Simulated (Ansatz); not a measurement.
**Run report: GaSb, single-point calculation**

System: GaSb (2 atoms in the cell).
Method: DFT r2SCAN, scalar-relativistic, plane waves, PAW, no spin polarisation (Ansatz 0.2.0).

The structure derives from an entry of the Crystallography Open Database. It belongs to a series of runs on one base structure; here: strain -0.1000 x Voigt [1, 0, 0, 0, 0, 0], atoms carried along.

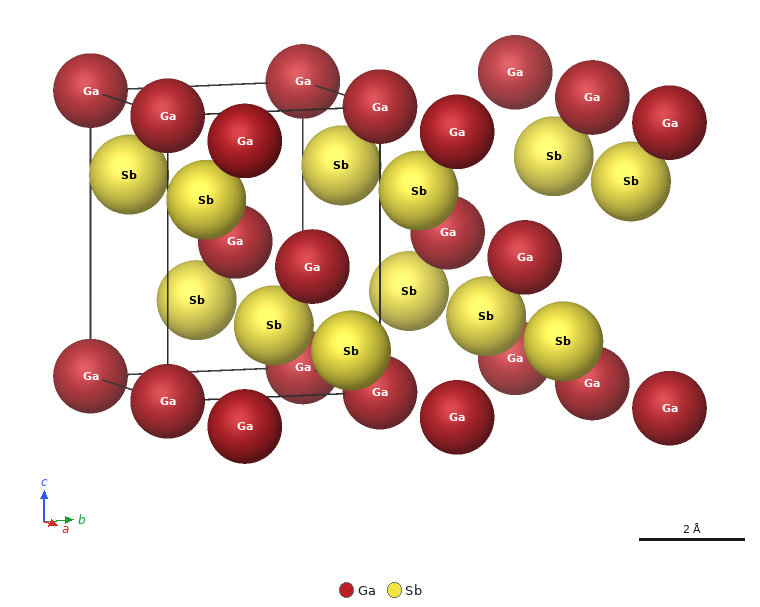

The structure (spheres-only view of the cell 2 times as large as that of the calculation, set on its symmetry axes, repeated 2 × 2 × 1, seen slightly off an axis). An atom can appear more than once, as a periodic image.

## Key numbers

```tsv
quantity	value
outcome	converged
space group (tolerance 0.01 Å)	I-4m2 (119)
electrons treated	28
free energy	−10289.6962 eV
Fermi energy	9.186 eV
gap on the k-point mesh	none (metallic)
pressure	6.95 GPa
largest force (length of the vector)	under 0.001 eV/Å
hardware	1 thread of Intel Xeon (Granite Rapids), 32 GiB of memory available, shared host
wall time	13 s
peak memory	0.61 GiB
```

## Notes

The cell is under a pressure of 7.0 GPa at this level, so it is not at its equilibrium volume.

## Input file
```yaml
crystal:
  lattice:
    - [0.0, 3.0661484739, 3.0661484739]
    - [2.7595336265, 0.0, 3.0661484739]
    - [2.7595336265, 3.0661484739, 0.0]
  atoms:
    - { symbol: Ga, position: [0.0, 0.0, 0.0] }
    - { symbol: Sb, position: [0.75, 0.75, 0.75] }
basis:
  ecutwfc: 500
kpoints:
  mp_grid: { grid: [10, 10, 10] }
hamiltonian:
  xc: r2scan
scf:
  occupations: { method: gaussian, width: 0.05 }
output:
  forces: true
  stress: true
  eigenvalues: true
  write_density: true
  write_potential: true
  elf: true
  volumetric_format: npy
```

Run as:
```bash
ansatz run input.yaml --threads 1 --pin off --max-ram 2560MiB --backend cpu --events-out ev --progress --plain --runs-dir out
```

## Output
```
Engine: ansatz 0.2.0, x86_64-unknown-linux-gnu
Pseudopotentials: kind: paw
Pseudopotential: Ga, paw, valence charge 13, recommended cutoff 500 eV (meta_gga), Ga.paw.azcp
Pseudopotential: Sb, paw, valence charge 15, recommended cutoff 500 eV (meta_gga), Sb.paw.azcp
Functional definition: r2SCAN
  parameter k0 = 0.174
  parameter k1 = 0.065
  parameter a1 = 4.9479
  exchange = r2scan_x(k0 = k0, k1 = k1, a1 = a1)
  correlation = r2scan_c
Crystal: 2 atoms, lattice volume = 51.886 Å³
Basis set: ecut = 500 eV, 1339 PW (Γ), exchange–correlation on 128×128×128 points (64 copies of the dense FFT grid, shifted against one another)
Bands: 18, of which v1, the nominal top of the filled ones, is band 14 counted from 1 (13 counted from 0)
Symmetry: 8 space group operations
Space group: I-4m2 (ITA 119), of the structure as read, at distance tolerance 3.7e-5 Å
k-points: 102 of 1000 (time reversal used)
Non-local potential: Ga, projectors of the file, l = 0: 2, l = 1: 2, l = 2: 3, l = 3: 1
Non-local potential: Sb, projectors of the file, l = 0: 2, l = 1: 2, l = 2: 2, l = 3: 2
PAW form: soft (Blöchl's): semilocal exchange-correlation on the pseudo side does not see the compensation charge
PAW frozen core: Ga, regenerated for the run's functional (the file was generated under x = pbe(κ = 0.804, μ = 0.2195149727645171), c = pbe(β = 0.06672455060314922))
PAW frozen core: Sb, regenerated for the run's functional (the file was generated under x = pbe(κ = 0.804, μ = 0.2195149727645171), c = pbe(β = 0.06672455060314922))
PAW one-centre angular grid: Ga, 590 points (default); XC on 160 Gauss nodes
PAW one-centre angular grid: Sb, 590 points (default); XC on 160 Gauss nodes
Initial density: superposition of atomic densities (neutral atoms: chi_scale 0, normalization atom), corrected by the library's trained network
Initial wavefunctions: pseudopotential atomic-orbital guess
Functional: x = r2scan, c = r2scan; τ floored in thin density (d = 2e-4 eV/Å³)
SCF iter   1: F=—  HF=-10289.683137 eV  |F-HF|=—  |Δ(HF+E_count)|=         —  Δρ=8.02e-3  dr2=1.44e-2  dr2_τ=4.65e-3  ethr=1.77e-3  ⟨swp⟩=6.0  Hψ=9571  notcnv=0
preconditioner: auto → none  [insulator: Δε(μ)=0.236 eV  Ē_g=15.818 eV  σ=0.050 eV  W_gap=0.50  n_scr=14 (ndim 8)  ℏωp=21.9 eV  f_vac=0.054  D(μ)=0.05/eV (n_scr^D=0)  ε∞_Penn≈2.9]
SCF iter   2: F=—  HF=-10289.696757 eV  |F-HF|=—  |Δ(HF+E_count)|=   1.36e-2  Δρ=1.87e-3  dr2=1.65e-3  dr2_τ=4.32e-5  ethr=5.14e-5  ⟨swp⟩=2.1  Hψ=3986  notcnv=0
SCF iter   3: F=—  HF=-10289.695989 eV  |F-HF|=—  |Δ(HF+E_count)|=   7.68e-4  Δρ=1.59e-3  dr2=4.08e-4  dr2_τ=6.50e-6  ethr=5.89e-6  ⟨swp⟩=2.0  Hψ=3009  notcnv=0
SCF iter   4: F=—  HF=-10289.696236 eV  |F-HF|=—  |Δ(HF+E_count)|=   2.47e-4  Δρ=2.67e-4  dr2=1.76e-5  dr2_τ=9.64e-7  ethr=1.46e-6  ⟨swp⟩=3.0  Hψ=3421  notcnv=0
SCF iter   5: F=—  HF=-10289.696231 eV  |F-HF|=—  |Δ(HF+E_count)|=   4.53e-6  Δρ=5.79e-5  dr2=1.75e-6  dr2_τ=3.08e-8  ethr=6.30e-8  ⟨swp⟩=2.0  Hψ=3263  notcnv=0
SCF iter   6: F=—  HF=-10289.696230 eV  |F-HF|=—  |Δ(HF+E_count)|=   6.05e-7  Δρ=2.05e-5  dr2=1.59e-7  dr2_τ=2.22e-9  ethr=6.23e-9  ⟨swp⟩=2.9  Hψ=3350  notcnv=0
SCF iter   7: F=-10289.696230 eV  HF=-10289.696230 eV  |F-HF|=6.62e-10  |Δ(HF+E_count)|=   3.93e-8  Δρ=3.44e-6  dr2=4.64e-9  dr2_τ=9.55e-11  ethr=3.57e-10  ⟨swp⟩=9.5  Hψ=13685  notcnv=0
SCF 1 converged in 7 iterations: F = -10289.696230 eV  dr2 = 4.64e-9
  greatest PAW one-centre occupation: 0.993 electrons in one spin orbital (limit 2), on the Sb atom at site 1 (counted from 0), in its partial waves of l = 2
```

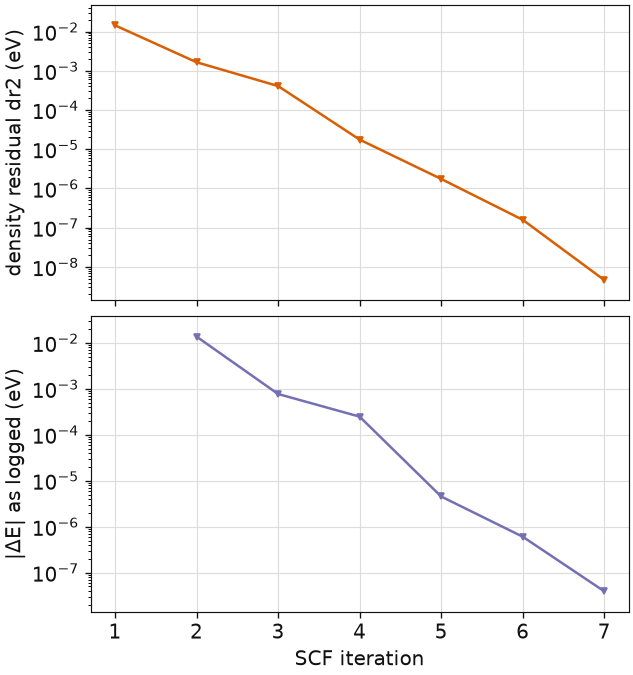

Convergence of the self-consistent field: density residual dr2 and size of the energy change against the SCF iteration. The residual falls at every step.

```
SCF converged after 7 iterations
Free energy (F): -10289.696230 eV
Harris-Foulkes:  -10289.696230 eV  (|F-HF|=6.62e-10)
Internal energy: -10289.696172 eV  (E = F + TS)
E sigma→0 (E₀):  -10289.696201 eV
Entropy (-TS):   -0.000058 eV (-0.029 meV/atom)
Fermi energy:    9.186497 eV
--- Per-component energies (eV) ---
  E_band       = -248.154423
  E_kinetic    = 324.318354
  E_local      = -3775.167765  (includes V_loc(G=0)·N_el)
  E_nonlocal   = 790.326992
  E_hartree    = 1749.258277
  E_xc         = -190.775908
  E_vxc        = -163.767863  (∫ρ·V_xc dr)
  E_paw        = -6606.167439  (= ΣΔE_a)
  E_vpaw       = -932.503829  (= ΣTr[D̂ρ^β])
  E_aug_tail   = -0.000043  (compensation charges beyond the density's cutoff)
  E_vtau       = 10.125353  (kinetic-family band-sum trace: ∫τ·v_τ [+ j·A + Jᵃ·Aᵃ] dr)
  E_ewald      = -2581.341608
  E_core_change = -0.147033  (= ΣΔE_core)
  E_smearing   = -0.000058  (= −TS)
  E_closure    = 0.000000  (closes the sum)
  Σ components = -10289.696230   (vs F -10289.696230, Δ=0.00e0)
--- Forces (eV/Å), atoms counted from 1 ---
  atom   1  Ga     0.00000000     0.00000000    -0.00000000
  atom   2  Sb     0.00000000     0.00000000     0.00000000
  max |Σ_I F_I| component: 5.20e-17 eV/Å
--- Stress (GPa, compression-positive) ---
        9.643685       0.000000       0.000000
        0.000000       5.604290      -0.000000
        0.000000      -0.000000       5.604290
  P = ⅓ Tr σ = 6.9508 GPa (69.508 kbar)
--- Band table (eV; the first three rows and the last of 102) ---
  k-point 0: bands = ["-20.8001", "-20.7937", "-20.7937", "-20.7655", "-20.7579", "-6.8140", "-6.8140", "-6.8003", "-6.7441", "-6.7317", "-3.7783", "8.6741", "8.6741", "9.2701", "10.0427", "11.6738", "12.0187", "12.0187"]
  k-point 1: bands = ["-20.8000", "-20.7933", "-20.7931", "-20.7652", "-20.7579", "-6.8166", "-6.8121", "-6.8006", "-6.7444", "-6.7317", "-3.6558", "7.3897", "8.4372", "8.9201", "10.6060", "11.9271", "12.2751", "12.6587"]
  k-point 2: bands = ["-20.7997", "-20.7922", "-20.7916", "-20.7643", "-20.7581", "-6.8268", "-6.8075", "-6.7978", "-6.7451", "-6.7315", "-3.2979", "5.4867", "7.9519", "8.5426", "10.3560", "12.5919", "12.6660", "14.2452"]
  k-point 101: bands = ["-20.7943", "-20.7928", "-20.7866", "-20.7639", "-20.7567", "-6.8677", "-6.7774", "-6.7756", "-6.7465", "-6.7370", "-0.8111", "1.4155", "5.0475", "5.2054", "13.2434", "13.3869", "15.8413", "15.9626"]
```

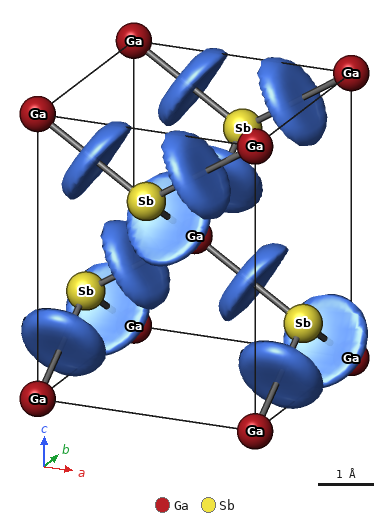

Isosurface of the electron localisation function at 0.6 (blue), seen at an oblique angle. Only the valence region is drawn (cores and ρ < 0.01 e/Å³ removed). Sticks mark near contacts. The outline is the cell set on symmetry axes. Along the contacts the grid gives the following. Ga–Sb (2.57 Å): the ELF peaks at about 0.70 between the atoms. Core electrons are frozen (PAW), so the fields are smoothed inside the atomic spheres.

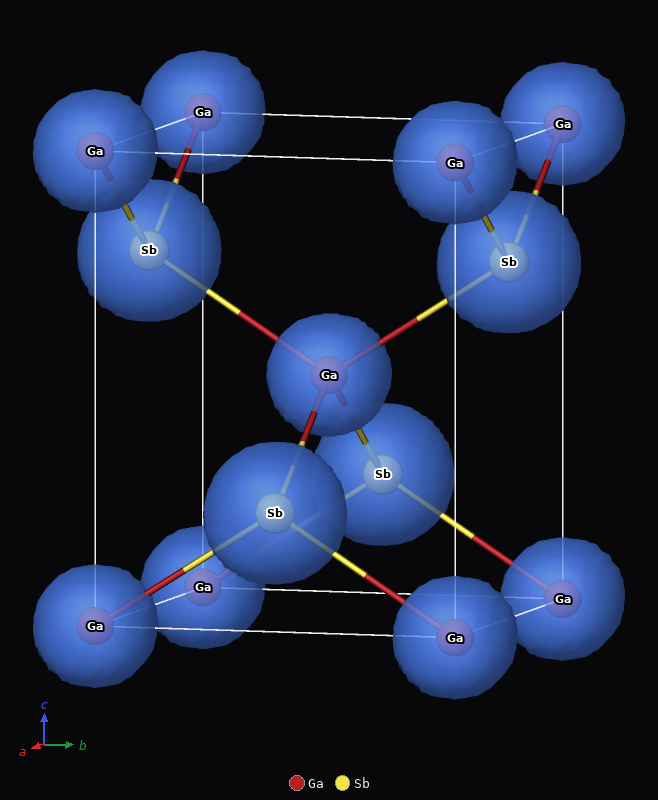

Isosurface of the valence electron density at 1 e/Å³ (blue), seen slightly off an axis. Sticks mark near contacts. The outline is the cell set on symmetry axes. At this value the density breaks into separate islands; it holds about 65 % of the electrons treated as valence (semicore included). It is pinched off along the Ga–Sb (2.57 Å) contacts. On the grid the lowest density along these lines, outside the cores, is 0.46 e/Å³ (Ga–Sb, 2.57 Å).
